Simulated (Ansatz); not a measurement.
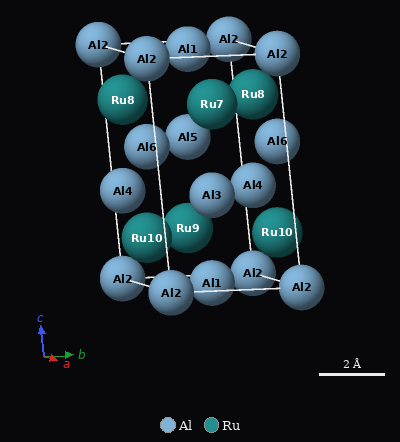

Fig. 1: The input geometry (spheres-only view of the cell of the calculation, seen slightly off an axis; atoms are numbered from 1 in the order of the input). An atom can appear more than once, as a periodic image.

# Run report: Al₃Ru₂, geometry relaxation

- system: Al₃Ru₂ (I4/mmm, 10 atoms in the cell)
- method: DFT PBEsol, scalar-relativistic, plane waves, PAW, no spin polarisation (Ansatz 0.2.0)

The structure derives from a Materials Project entry. It belongs to a series of runs on one base structure; here: 0 of 6 Al sites taken by Bi, cell and atoms relaxed. Figures and captions count atoms from 1; the log counts them from 0 in places.

**The input**
```yaml
crystal:
  lattice:
    - [-3.0733628008, -3.0733628008, 0.0]
    - [-3.0733628008, 3.0733628008, 0.0]
    - [1.5366814004, 1.5366814004, -7.1258323271]
  atoms:
    - { symbol: Al, position: [0.5, 0.5, 0.0] }
    - { symbol: Al, position: [0.0, 0.0, 0.0] }
    - { symbol: Al, position: [0.693743219, 0.5, 0.387486438] }
    - { symbol: Al, position: [0.193743219, 0.0, 0.387486438] }
    - { symbol: Al, position: [0.306256781, 0.5, 0.612513562] }
    - { symbol: Al, position: [0.806256781, 0.0, 0.612513562] }
    - { symbol: Ru, position: [0.8943415866, 0.5, 0.7886831733] }
    - { symbol: Ru, position: [0.3943415866, 0.0, 0.7886831733] }
    - { symbol: Ru, position: [0.1056584134, 0.5, 0.2113168267] }
    - { symbol: Ru, position: [0.6056584134, 0.0, 0.2113168267] }
basis:
  ecutwfc: 420
kpoints:
  mp_grid: { grid: [8, 8, 8] }
hamiltonian:
  xc: pbesol
scf:
  occupations: { method: gaussian, width: 0.1 }
output:
  forces: true
  stress: true
  eigenvalues: true
  write_density: true
  write_potential: true
  elf: true
  volumetric_format: npy
relax:
  adjacent_minimum: "off"
  f_tol: 0.015
  max_steps: 60
  cell: { stress_tol: 0.15 }
```

Run on 2 threads of Arm Neoverse V2, 24 GiB of memory available, shared host.

Run as:
```bash
ansatz run input.yaml --threads 2 --pin off --max-ram 5120MiB --backend cpu --events-out ev --progress --plain --runs-dir out
```

**Log**
```
Engine: ansatz 0.2.0, aarch64-unknown-linux-gnu
Pseudopotentials: kind: paw
Pseudopotential: Al, paw, valence charge 3, recommended cutoff 420 eV (normal), Al.paw.azcp
Pseudopotential: Ru, paw, valence charge 16, recommended cutoff 420 eV (normal), Ru.paw.azcp
Functional definition: PBEsol
  exchange = pbesol_x
  correlation = pbesol_c
Crystal: 10 atoms, lattice volume = 134.615 Å³
Basis set: ecut = 420 eV, 2631 PW (Γ), exchange–correlation on 60×60×100 points (8 copies of the dense FFT grid, shifted against one another)
Bands: 51, of which v1, the nominal top of the filled ones, is band 41 counted from 1 (40 counted from 0)
Symmetry: 16 space group operations
Space group: I4/mmm (ITA 139), of the structure as read, at distance tolerance 5.1e-5 Å
k-points: 105 of 512
Non-local potential: Al, projectors of the file, l = 0: 2, l = 1: 2, l = 2: 1
Non-local potential: Ru, projectors of the file, l = 0: 3, l = 1: 2, l = 2: 2, l = 3: 1
PAW form: soft (Blöchl's): semilocal exchange-correlation on the pseudo side does not see the compensation charge
PAW frozen core: Al, regenerated for the run's functional, and the local potential with it (the file was generated under x = pbe(κ = 0.804, μ = 0.2195149727645171), c = pbe(β = 0.06672455060314922))
PAW frozen core: Ru, regenerated for the run's functional, and the local potential with it (the file was generated under x = pbe(κ = 0.804, μ = 0.2195149727645171), c = pbe(β = 0.06672455060314922))
PAW one-centre angular grid: Al, 110 points (default); XC on 64 Gauss nodes
PAW one-centre angular grid: Ru, 590 points (default); XC on 64 Gauss nodes
Initial density: superposition of atomic densities (neutral atoms: chi_scale 0, normalization atom), corrected by the library's trained network
Initial wavefunctions: pseudopotential atomic-orbital guess
Functional: x = pbesol(κ = 0.804, μ = 0.12345679012345678), c = pbesol(β = 0.046)
SCF iter   1: F=—  HF=-26420.042658 eV  |F-HF|=—  |Δ(HF+E_count)|=         —  Δρ=4.25e-3  dr2=4.75e-2  ethr=1.77e-3  ⟨swp⟩=7.1  Hψ=20668  notcnv=0  defer=31
preconditioner: auto → Kerker (q_TF=auto, 2.512 Å⁻¹)  [metal: Δε(μ)=0.020 eV  Ē_g=6.358 eV  σ=0.100 eV  W_gap=0.11  n_scr=38 (ndim 8)  ℏωp=22.6 eV  f_vac=0.000  D(μ)=3.07/eV (n_scr^D=18)]
SCF iter   2: F=—  HF=-26420.036898 eV  |F-HF|=—  |Δ(HF+E_count)|=   5.76e-3  Δρ=2.28e-3  dr2=1.70e-2  ethr=5.80e-5  ⟨swp⟩=1.0  Hψ=6197  notcnv=0  defer=40
SCF iter   3: F=—  HF=-26420.033841 eV  |F-HF|=—  |Δ(HF+E_count)|=   3.06e-3  Δρ=4.10e-4  dr2=4.13e-4  ethr=2.07e-5  ⟨swp⟩=2.0  Hψ=6983  notcnv=0  defer=40
SCF iter   4: F=—  HF=-26420.033737 eV  |F-HF|=—  |Δ(HF+E_count)|=   1.04e-4  Δρ=1.28e-4  dr2=3.98e-5  ethr=5.03e-7  ⟨swp⟩=2.0  Hψ=8320  notcnv=0  defer=40
SCF iter   5: F=—  HF=-26420.033745 eV  |F-HF|=—  |Δ(HF+E_count)|=   8.17e-6  Δρ=3.18e-5  dr2=1.83e-6  ethr=4.86e-8  ⟨swp⟩=2.1  Hψ=8329  notcnv=0  defer=40
SCF iter   6: F=-26420.033744 eV  HF=-26420.033744 eV  |F-HF|=4.24e-8  |Δ(HF+E_count)|=   6.86e-7  Δρ=6.07e-6  dr2=6.11e-8  ethr=1.22e-10  ⟨swp⟩=12.0  Hψ=38165  notcnv=0
SCF 1 converged in 6 iterations: F = -26420.033744 eV  dr2 = 6.11e-8
  greatest PAW one-centre occupation: 0.999 electrons in one spin orbital (limit 2), on the Ru atom at site 9 (counted from 0), in its partial waves of l = 0
relax step   1: F+E_penalty+E_count = -26420.03374406 eV  Δ(F+E_penalty+E_count) = +0.000e0 eV  max|allowed force component| = 7.848e-3 eV/Å  Δτ_max = 0.0000 Å  P = +0.010 GPa  Ω = 134.615 Å³  (6 SCF iters, dr2 threshold 1.00e-7 eV, accepted)
Initial density: handed on by an earlier stage of this run
Initial wavefunctions: pseudopotential atomic-orbital guess (no wavefunctions were taken with the density)
iter 1 solved again at ethr=1.06e-7 eV; its pass at ethr=3.10e-3 eV (dr2=8.69e-5 eV) is discarded
SCF iter   1: F=—  HF=-26420.033723 eV  |F-HF|=—  |Δ(HF+E_count)|=         —  Δρ=6.60e-6  dr2=6.99e-8  ethr=1.06e-7  ⟨swp⟩=3.0  Hψ=33036  notcnv=0
preconditioner: auto → Kerker (q_TF=auto, 2.512 Å⁻¹)  [metal: Δε(μ)=0.012 eV  Ē_g=6.360 eV  σ=0.100 eV  W_gap=0.07  n_scr=38 (ndim 8)  ℏωp=22.6 eV  f_vac=0.000  D(μ)=3.07/eV (n_scr^D=18)]
SCF iter   2: F=—  HF=-26420.033744 eV  |F-HF|=—  |Δ(HF+E_count)|=   2.07e-5  Δρ=4.02e-6  dr2=2.81e-8  ethr=8.52e-11  ⟨swp⟩=2.3  Hψ=9747  notcnv=0
SCF iter   3: F=—  HF=-26420.033744 eV  |F-HF|=—  |Δ(HF+E_count)|=   7.34e-9  Δρ=1.73e-6  dr2=7.20e-9  ethr=3.43e-11  ⟨swp⟩=1.0  Hψ=5360  notcnv=0
iter 4 did not close the SCF: its close was put off for the readings that it lacked (scf_convergence_deferred on its scf_iter line)
SCF iter   4: F=-26420.033744 eV  HF=-26420.033744 eV  |F-HF|=4.37e-11  |Δ(HF+E_count)|=   2.55e-9  Δρ=3.61e-7  dr2=1.21e-10  ethr=8.78e-12  ⟨swp⟩=2.0  Hψ=7438  notcnv=0
iter 5 did not close the SCF: its close was put off for the readings that it lacked (scf_convergence_deferred on its scf_iter line)
SCF iter   5: F=-26420.033744 eV  HF=-26420.033744 eV  |F-HF|=7.28e-12  |Δ(HF+E_count)|=    0.00e0  Δρ=1.29e-7  dr2=2.05e-11  ethr=1.00e-12  ⟨swp⟩=1.1  Hψ=5369  notcnv=0
iter 6 did not close the SCF: its close was put off for the readings that it lacked (scf_convergence_deferred on its scf_iter line)
SCF iter   6: F=-26420.033744 eV  HF=-26420.033744 eV  |F-HF|=7.28e-12  |Δ(HF+E_count)|=    0.00e0  Δρ=4.79e-8  dr2=2.85e-12  ethr=1.00e-12  ⟨swp⟩=1.0  Hψ=5355  notcnv=0
iter 7 did not close the SCF: its close was put off for the readings that it lacked (scf_convergence_deferred on its scf_iter line)
SCF iter   7: F=-26420.033744 eV  HF=-26420.033744 eV  |F-HF|=3.64e-12  |Δ(HF+E_count)|=  3.64e-12  Δρ=1.85e-8  dr2=5.47e-13  ethr=1.00e-12  ⟨swp⟩=1.0  Hψ=5355  notcnv=0
SCF iter   8: F=-26420.033744 eV  HF=-26420.033744 eV  |F-HF|=7.28e-12  |Δ(HF+E_count)|=  3.64e-12  Δρ=6.73e-9  dr2=5.93e-14  ethr=1.00e-12  ⟨swp⟩=3.3  Hψ=18111  notcnv=0
SCF 2 converged in 8 iterations: F = -26420.033744 eV  dr2 = 5.93e-14
relax step   2: F+E_penalty+E_count = -26420.03374409 eV  Δ(F+E_penalty+E_count) = -2.270e-8 eV  max|allowed force component| = 7.921e-3 eV/Å  Δτ_max = 0.0000 Å  P = +0.010 GPa  Ω = 134.615 Å³  stress off target by 3.86e-2 GPa  SCF on the basis re-selected at this cell (its energy is not comparable with the rows above)  (8 SCF iters)
```

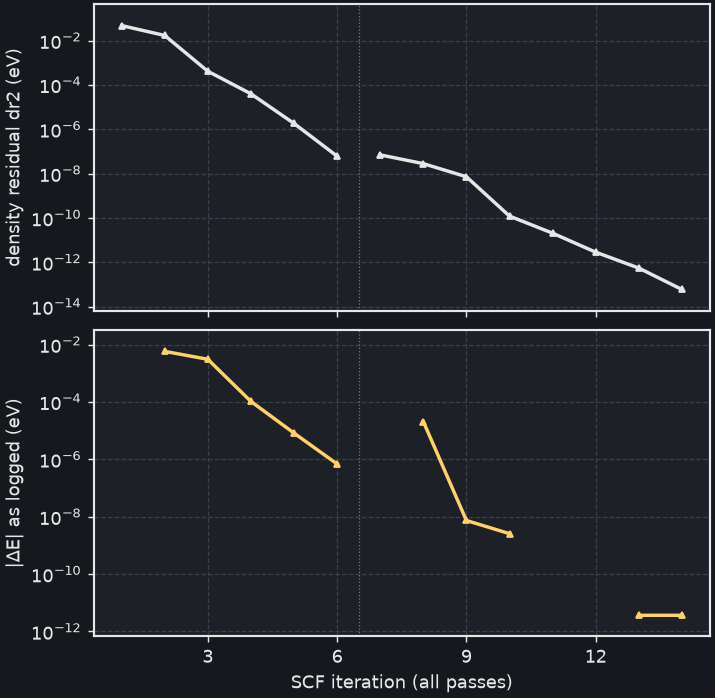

Fig. 2: Convergence of the self-consistent field: density residual dr2 and size of the energy change against the SCF iteration. The dotted lines part the SCF passes of the relaxation: geometry steps, rejected trials and re-solves on a re-selected basis. The passes take 6 and 8 iterations.

```
basis re-selected at this cell: Δ(F+E_penalty+E_count) = -2.270e-8 eV, ΔP = +0.000 GPa vs the last step (what re-selecting the basis moved, of the pressure what is left beyond the Pulay correction that the steps carried, after the strain that the cell walked since its last selection, with what the two solves' SCF thresholds leave and, on support functions, any second-order correction that the steps lacked; it is no measure of the basis error at this ecutwfc). This SCF's stress stands 3.86e-2 GPa from its target on what of the cell is left free (relax.cell.stress_tol is 1.50e-1 GPa) and its largest allowed force component is 7.92e-3 eV/Å (relax.f_tol is 1.50e-2 eV/Å): within both
SCF converged after 8 iterations
Free energy (F): -26420.033744 eV
Harris-Foulkes:  -26420.033744 eV  (|F-HF|=7.28e-12)
Internal energy: -26420.018373 eV  (E = F + TS)
E sigma→0 (E₀):  -26420.026059 eV
Entropy (-TS):   -0.015371 eV (-1.537 meV/atom)
Fermi energy:    14.732964 eV
--- Per-component energies (eV) ---
  E_band       = -530.991873
  E_kinetic    = 2224.985351
  E_local      = -8163.386697  (includes V_loc(G=0)·N_el)
  E_nonlocal   = 1446.077406
  E_hartree    = 3011.602503
  E_xc         = -1005.167286
  E_vxc        = -1143.791960  (∫ρ·V_xc dr)
  E_paw        = -16331.249126  (= ΣΔE_a)
  E_vpaw       = -918.080222  (= ΣTr[D̂ρ^β])
  E_aug_tail   = -0.000770  (compensation charges beyond the density's cutoff)
  E_ewald      = -7604.007771
  E_core_change = 1.128018  (= ΣΔE_core)
  E_smearing   = -0.015371  (= −TS)
  E_closure    = 0.000000  (closes the sum)
  Σ components = -26420.033744   (vs F -26420.033744, Δ=0.00e0)
--- Forces (eV/Å), atoms counted from 1 ---
  atom   1  Al     0.00000000     0.00000000     0.00000000
  atom   2  Al     0.00000000     0.00000000     0.00000000
  atom   3  Al     0.00000000     0.00000000     0.00582213
  atom   4  Al     0.00000000     0.00000000     0.00582213
  atom   5  Al     0.00000000     0.00000000    -0.00582213
  atom   6  Al     0.00000000     0.00000000    -0.00582213
  atom   7  Ru     0.00000000    -0.00000000    -0.00792150
  atom   8  Ru     0.00000000    -0.00000000    -0.00792150
  atom   9  Ru     0.00000000    -0.00000000     0.00792150
  atom  10  Ru     0.00000000    -0.00000000     0.00792150
  max |Σ_I F_I| component: 3.47e-18 eV/Å
--- Stress (GPa, compression-positive) ---
        0.030729       0.007852       0.000000
        0.007852       0.030729       0.000000
        0.000000       0.000000      -0.032782
  P = ⅓ Tr σ = 0.0096 GPa (0.096 kbar)
--- Band table (eV; the first three rows and the last of 105) ---
  k-point 0: bands = ["-57.0611", "-57.0540", "-57.0393", "-57.0323", "-27.2278", "-27.2276", "-27.2177", "-27.2172", "-27.1527", "-27.1173", "-27.0867", "-27.0864", "-27.0785", "-27.0781", "-27.0544", "-27.0257", "4.3748", "7.3291", "7.5318", "8.5487", "9.2289", "10.0734", "10.6051", "10.7663", "11.0065", "11.2441", "11.5129", "11.8064", "12.3190", "12.3837", "12.9775", "13.2375", "13.3505", "13.3507", "13.8826", "13.8829", "14.1769", "14.5108", "14.6518", "15.2174", "15.3763", "15.8366", "15.8846", "16.7326", "16.8579", "18.1487", "18.4003", "18.7382", "19.0465", "19.3903", "19.7184"]
  k-point 1: bands = ["-57.0611", "-57.0540", "-57.0393", "-57.0323", "-27.2278", "-27.2276", "-27.2176", "-27.2172", "-27.1524", "-27.1173", "-27.0867", "-27.0864", "-27.0785", "-27.0781", "-27.0546", "-27.0257", "4.4200", "6.8201", "8.0687", "8.5497", "9.2264", "10.1119", "10.4119", "10.9772", "11.0269", "11.2264", "11.5333", "11.8288", "11.8587", "12.8778", "12.9291", "13.1793", "13.3050", "13.3053", "13.9162", "13.9451", "13.9454", "14.5129", "14.6496", "15.3165", "15.6328", "15.8366", "15.8846", "16.5407", "16.7361", "17.8542", "18.4466", "18.9078", "19.0447", "19.5869", "19.8408"]
  k-point 2: bands = ["-57.0611", "-57.0540", "-57.0393", "-57.0323", "-27.2278", "-27.2275", "-27.2176", "-27.2172", "-27.1518", "-27.1173", "-27.0867", "-27.0864", "-27.0784", "-27.0781", "-27.0552", "-27.0257", "4.5494", "6.2825", "8.5507", "8.6791", "9.2239", "10.2261", "10.2262", "10.8875", "11.1911", "11.4138", "11.4140", "11.5752", "11.8526", "12.8805", "13.0272", "13.2209", "13.2211", "13.4158", "13.4160", "14.0715", "14.0718", "14.5183", "14.6439", "15.4283", "15.8366", "15.8846", "16.1072", "16.1073", "16.6045", "17.4581", "18.4885", "19.0428", "19.2636", "19.2637", "19.4431"]
  k-point 104: bands = ["-57.0500", "-57.0500", "-57.0431", "-57.0431", "-27.2474", "-27.2474", "-27.2356", "-27.2356", "-27.1333", "-27.1333", "-27.0728", "-27.0728", "-27.0644", "-27.0644", "-27.0400", "-27.0400", "8.0990", "8.0990", "8.3175", "8.3175", "8.8067", "8.8067", "9.8636", "9.8636", "10.8719", "10.8719", "12.0791", "12.0791", "12.5534", "12.5534", "12.7887", "12.7887", "12.8778", "12.8778", "12.9344", "12.9344", "13.0102", "13.0102", "13.6378", "13.6378", "14.3816", "14.3816", "16.0612", "16.0612", "16.3467", "16.3467", "18.9281", "18.9281", "19.5482", "19.5482", "21.2079"]
--- Relaxed structure (1 steps of the walk, 1 accepted, 1 SCFs on fresh bases) ---
  F+E_penalty+E_count = -26420.03374409 eV   max|allowed force component| = 7.921e-3 eV/Å   (the final SCF, on the basis selected at the relaxed cell)
  cell:  # Å, volume = 134.6149 Å³
    - [-3.0733628008, -3.0733628008, 0.0]
    - [-3.0733628008, 3.0733628008, 0.0]
    - [1.5366814004, 1.5366814004, -7.1258323271]
  atoms:
    - { symbol: Al, position: [0.5, 0.5, 0.0] }
    - { symbol: Al, position: [-0.0, 0.0, 0.0] }
    - { symbol: Al, position: [0.693743219, 0.5, 0.38748643800000004] }
    - { symbol: Al, position: [0.19374321900000002, 0.0, 0.38748643800000004] }
    - { symbol: Al, position: [0.3062567810000001, 0.5, 0.6125135620000001] }
    - { symbol: Al, position: [0.8062567810000001, 0.0, 0.6125135620000001] }
    - { symbol: Ru, position: [0.89434158665, 0.5, 0.7886831733] }
    - { symbol: Ru, position: [0.39434158665, 0.0, 0.7886831733] }
    - { symbol: Ru, position: [0.10565841335000001, 0.5, 0.21131682670000002] }
    - { symbol: Ru, position: [0.60565841335, 0.0, 0.21131682670000002] }
```

**Trajectory as extended XYZ (Å, eV, eV/Å), 2 frames, from step=1 to step=2**
```
10
Lattice="-3.0734 -3.0734 0.0000 -3.0734 3.0734 0.0000 1.5367 1.5367 -7.1258" Properties=species:S:1:pos:R:3:forces:R:3 step=1 energy=-26420.03374 pressure_GPa=0.01
Al   -3.0734    0.0000    0.0000    0.0000   0.0000   0.0000
Al    0.0000    0.0000    0.0000    0.0000   0.0000   0.0000
Al   -3.0734    0.0000   -2.7612    0.0000   0.0000   0.0058
Al    0.0000    0.0000   -2.7612    0.0000   0.0000   0.0058
Al   -1.5367    1.5367   -4.3647    0.0000   0.0000  -0.0058
Al   -1.5367   -1.5367   -4.3647    0.0000   0.0000  -0.0058
Ru   -3.0734    0.0000   -5.6200    0.0000   0.0000  -0.0078
Ru    0.0000    0.0000   -5.6200    0.0000   0.0000  -0.0078
Ru   -1.5367    1.5367   -1.5058    0.0000   0.0000   0.0078
Ru   -1.5367   -1.5367   -1.5058    0.0000   0.0000   0.0078
10
Lattice="-3.0734 -3.0734 0.0000 -3.0734 3.0734 0.0000 1.5367 1.5367 -7.1258" Properties=species:S:1:pos:R:3:forces:R:3 step=2 energy=-26420.03374 pressure_GPa=0.01
Al   -3.0734    0.0000    0.0000    0.0000   0.0000   0.0000
Al    0.0000    0.0000    0.0000    0.0000   0.0000   0.0000
Al   -3.0734    0.0000   -2.7612    0.0000   0.0000   0.0058
Al    0.0000    0.0000   -2.7612    0.0000   0.0000   0.0058
Al   -1.5367    1.5367   -4.3647    0.0000   0.0000  -0.0058
Al   -1.5367   -1.5367   -4.3647    0.0000   0.0000  -0.0058
Ru   -3.0734    0.0000   -5.6200    0.0000   0.0000  -0.0079
Ru    0.0000    0.0000   -5.6200    0.0000   0.0000  -0.0079
Ru   -1.5367    1.5367   -1.5058    0.0000   0.0000   0.0079
Ru   -1.5367   -1.5367   -1.5058    0.0000   0.0000   0.0079
```

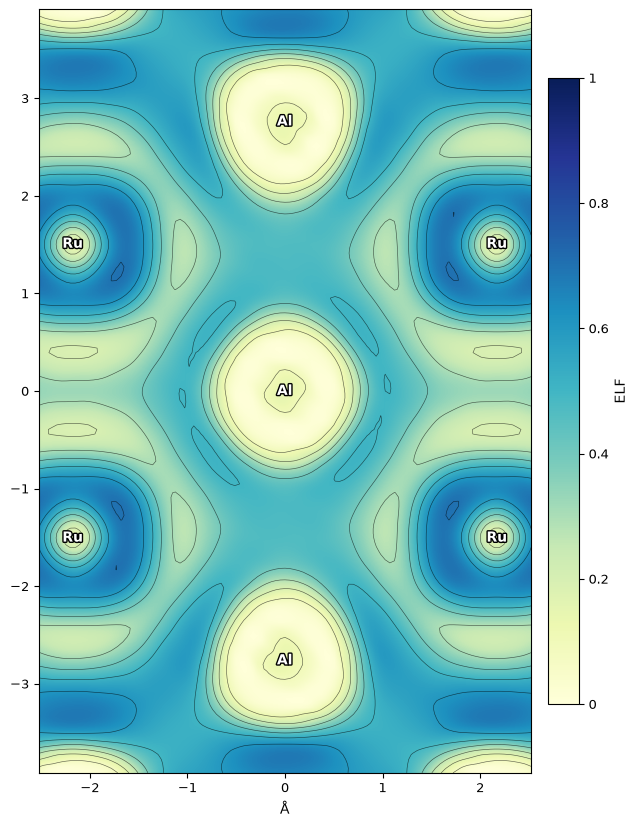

Fig. 3: ELF on the (010) plane of the calculation cell. Al–Ru (2.51 Å): the ELF is about 0.40 at the midpoint (no localised pair between them). Al–Ru (2.64 Å): the ELF is about 0.40 at the midpoint; no shared electron pair. Al–Al (2.76 Å): the ELF is about 0.45 at the midpoint (no shared electron pair). The strong features right at Ru lie inside the PAW spheres (semicore, d or f shells) and say nothing about bonding. Core electrons are frozen (PAW), so the fields are smoothed inside the atomic spheres.

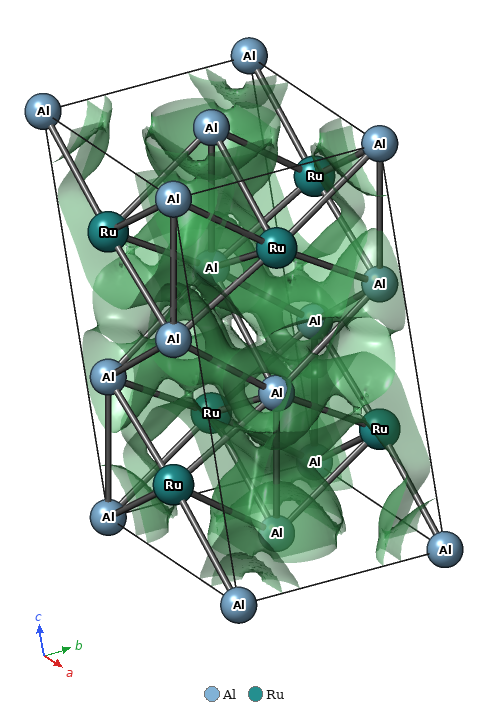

Fig. 4: Isosurface of the ELF at 0.45 (green), seen at an oblique angle. Only the valence region is drawn (cores and ρ < 0.01 e/Å³ removed). Sticks mark near contacts. The outline is the calculation cell. Values along the shortest contacts: Al–Ru (2.51 Å): the ELF is about 0.40 at the midpoint; no shared electron pair. Al–Al (2.70 Å): the ELF is about 0.50 at the midpoint; no shared electron pair.

**Results in brief**

| quantity | value |
| --- | --- |
| outcome | converged |
| space group (tolerance 0.01 Å) | I4/mmm (139) |
| electrons treated | 82 |
| free energy | −26420.0337 eV |
| Fermi energy | 14.733 eV |
| gap on the k-point mesh | none (metallic) |
| pressure | 0.01 GPa |
| final volume | 134.61 Å³ |
| largest force (length of the vector) at the end | 0.008 eV/Å |
| final cell | a = 4.346 Å, b = 4.346 Å, c = 7.450 Å, α = 90.00°, β = 106.96°, γ = 90.00° |
| wall time | 46 s (CPU time 92 s) |
| peak memory | 0.76 GiB |
